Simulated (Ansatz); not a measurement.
System: Ti.

Input

```
crystal:
  lattice:
    - [-0.21430044, 1.9287039597, 1.9287039597]
    - [1.9287039597, -0.21430044, 1.9287039597]
    - [1.9287039597, 1.9287039597, -0.21430044]
  atoms:
    - { symbol: Ti, position: [0.0, 0.0, 0.0] }
basis:
  ecutwfc: 500
kpoints:
  mp_grid: { grid: [22, 22, 22] }
hamiltonian:
  xc: r2scan
scf:
  occupations: { method: gaussian, width: 0.15 }
output:
  forces: true
  stress: true
  eigenvalues: true
  write_density: true
  write_potential: true
  elf: true
  volumetric_format: npy
```

Command:

```sh
ansatz run input.yaml --threads 1 --pin off --max-ram 2560MiB --backend cpu --events-out ev --progress --plain --runs-dir out
```

Below, planes, directions and counts refer to the conventional cell (a = 3.03 Å, b = 3.03 Å, c = 6.31 Å, α = 90.00°, β = 90.00°, γ = 120.00°).

Space group R-3m; computed pressure about 5 GPa in this cell; computed without spin polarisation.

Theory: DFT r2SCAN, scalar-relativistic, plane waves, PAW (Ansatz 0.2.0).

What can the converged valence pseudo-density and electron localisation function tell about the bonding?

Answer. Ti–Ti (3.03 Å): the density is about 0.19 e/Å³ at the midpoint; the ELF is about 0.35 at the midpoint.

Metal or insulator at this level of theory?

Answer. It is gapless in this calculation (a metal or semimetal).

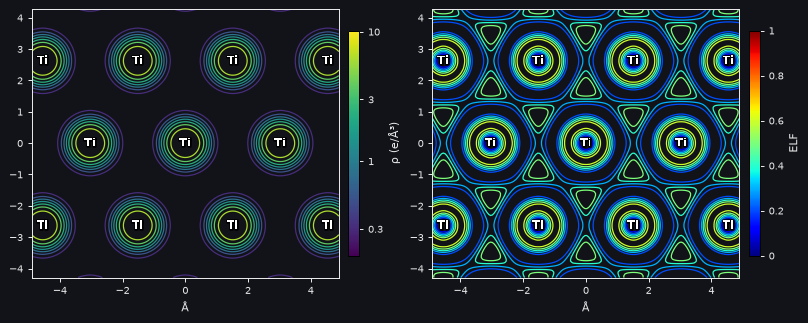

Computed valence pseudo-density and electron localisation function on the (001) plane of the conventional cell, in this order. 

The density is the valence pseudo-density of a PAW calculation; it isn't the true density close to the nuclei.
